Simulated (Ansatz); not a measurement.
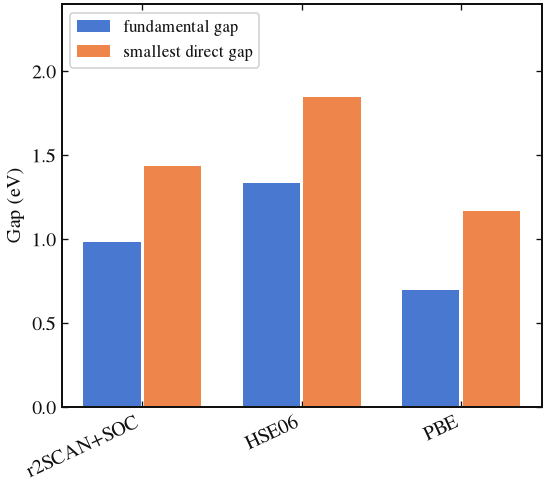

Gaps of SnSe₂ (slab), 3 atoms in the cell, 1T monolayer type, uniaxial (x) strain −2.0%, at several levels of theory on one cell (Ansatz, plane waves and PAW; edges over the mesh and the special points).

> How does the gap depend on the level, and does its kind change?

In rising order: PBE 0.70 eV, r2SCAN+SOC 0.98 eV and HSE06 1.33 eV. It is indirect at every level.
